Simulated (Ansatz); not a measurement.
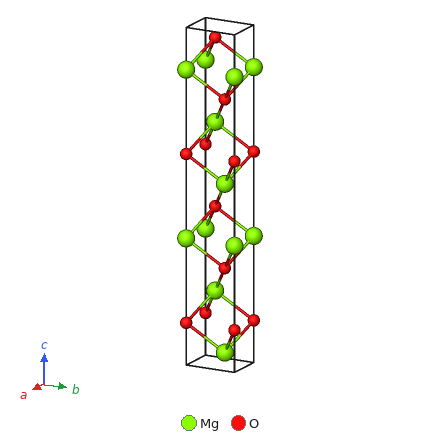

Four computed energy maps of cells of MgO. The picture above is the structure of the first map.

Map 1

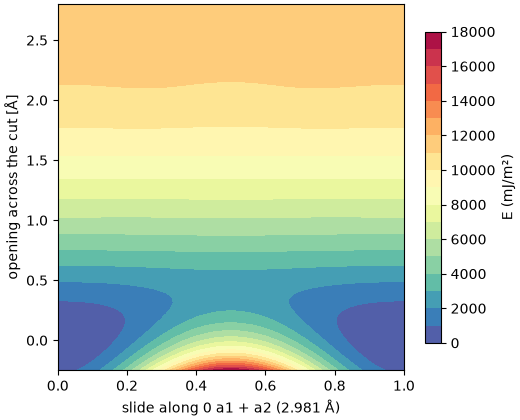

MgO (Fm-3m, No. 225; 12 atoms in the cell). Rigid slide and opening across a plane, one cut a cell; the plane is (1 1 1) of the conventional cell, and the faces at the cut hold O and Mg. First axis: slide along 0 a1 + a2 (2.981 Å). Second axis: opening across the cut. Nothing is relaxed (rigid halves). The scan uses a 10 × 6 grid; 36 points were computed and 24 follow by symmetry. Points are written as (first, second). All energies are given in mJ/m² relative to the lowest grid point. The band gap closes in part of the range. Method: DFT PBEsol, scalar-relativistic, plane waves, PAW (Ansatz). Settings: cutoff 520 eV, k-mesh 9×9×2 in the order of the run's cell vectors, gaussian smearing 0.05 eV, no spin polarisation.

In the figure: filled contours. Between grid points the surface is interpolated.

Map 2

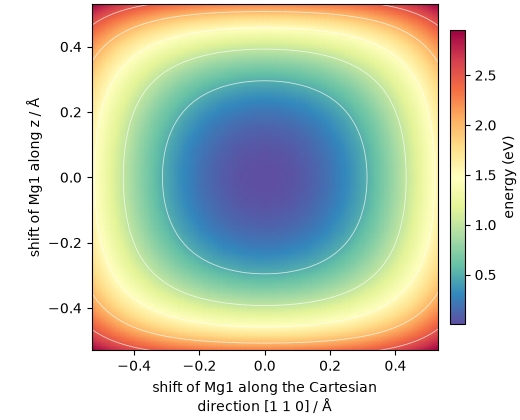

MgO (Fm-3m, No. 225; 8 atoms in the cell). 
- One atom moved over a plane, all else fixed (x, y and z along the cube axes).
- Coordinates scanned: (1) shift of Mg1 along the Cartesian direction [1 1 0]; (2) shift of Mg1 along z.
- Nothing is relaxed (all other atoms fixed).
- The scan uses an 11 × 11 grid; 36 points were computed and 85 follow by symmetry.
- Points are written as (first, second).
- All energies are given in eV per cell relative to the lowest grid point.
- These are results of DFT PBEsol, scalar-relativistic, plane waves, PAW (Ansatz), not measurements. Settings: cutoff 420 eV, k-mesh 6×6×6, gaussian smearing 0.05 eV, no spin polarisation.

The picture shows a smooth colour map with a few white contour lines. Between grid points the surface is interpolated.

Map 3

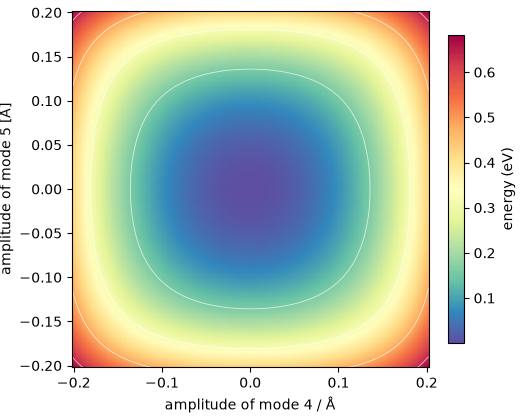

MgO (Fm-3m, No. 225; 2 atoms in the cell). 
- The energy is mapped over two normal modes frozen in (zone-centre modes of the 2-atom cell of this scan).
- The first coordinate is: amplitude of mode 4 (388 cm⁻¹), largest displacement; the second: amplitude of mode 5 (388 cm⁻¹), largest displacement.
- Nothing is relaxed (the cell and all other modes fixed).
- The grid has 11 × 11 points; 21 points were computed and 100 follow by symmetry.
- Points are written as (first, second).
- Energies: eV per cell, counted from the lowest grid point.
- Level of theory: Ansatz, DFT PBEsol, scalar-relativistic, plane waves, PAW. Settings: cutoff 520 eV, k-mesh 10×10×10, gaussian smearing 0.05 eV, no spin polarisation.

The picture shows a smooth colour map with a few white contour lines. Between grid points the surface is interpolated.

Map 4

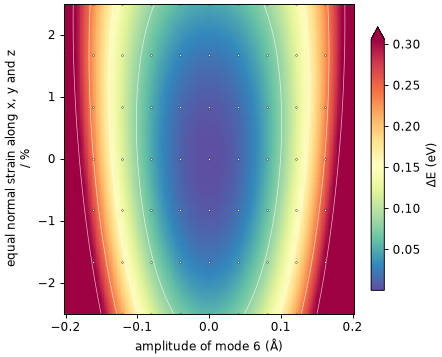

MgO (Fm-3m, No. 225; 2 atoms in the cell). The energy is mapped over a normal mode and a strain (zone-centre modes of the 2-atom cell of this scan) (x, y and z along the cube axes). First axis: amplitude of mode 6 (388 cm⁻¹), largest displacement in the unstrained cell. Second axis: equal normal strain along x, y and z. Nothing is relaxed (the pattern is fixed in fractional coordinates). Grid: 11 × 7 points; 42 points were computed and 35 follow by symmetry. Points are written as (first, second). Energies are in eV per cell, from the lowest grid point. These are results of DFT PBEsol, scalar-relativistic, plane waves, PAW (Ansatz), not measurements. Settings: cutoff 520 eV, k-mesh 10×10×10, gaussian smearing 0.05 eV, no spin polarisation.

The picture shows a smooth colour map with a few white contour lines, dots at the grid points, one colour for all values above the top of the scale. Between grid points the surface is interpolated.

Summarise the maps one by one.

Map 1: The lowest grid point is at (0.0, 0.00 Å). It is the only kind of minimum in the scanned range. The highest grid point, (0.5, −0.25 Å), lies 17921 mJ/m² above the lowest. On the interpolated surface the easiest way out of the lowest well to its copy in the next cell or period passes a barrier of about 2400 mJ/m².
Map 2: The lowest grid point is at (0.000 Å, 0.000 Å). It is the only kind of minimum in the scanned range. The highest grid point, (−0.530 Å, −0.530 Å), lies 2.95 eV above the lowest. Near the minimum the well is nearly round, with a curvature of about 9.6 eV/Å². The gap on the k-mesh is 4.6 eV at the lowest point and runs from 4.4 to 4.6 eV over the map.
Map 3: The lowest grid point is at (0.000 Å, 0.000 Å). It is the only kind of minimum in the scanned range. The highest grid point, (−0.202 Å, −0.202 Å), lies 0.683 eV above the lowest. The gap on the k-mesh is 4.6 eV at the lowest point and runs from 4.5 to 4.6 eV over the map.
Map 4: The lowest grid point is at (0.000 Å, 0.00 %). No other kind of well shows on this grid. The highest grid point, (−0.202 Å, −2.50 %), lies 0.599 eV above the lowest. The gap on the k-mesh is 4.6 eV at the lowest point and runs from 3.9 to 5.4 eV over the map.

Maps 1, 2, 3, 4 start from a relaxed reference structure. Do they show a way to lower its energy?

No. In each of them the reference is the lowest point, within the accuracy of the grid, so it is stable against the distortions scanned (other distortions weren't tried).

PAW datasets: the set soft_1.
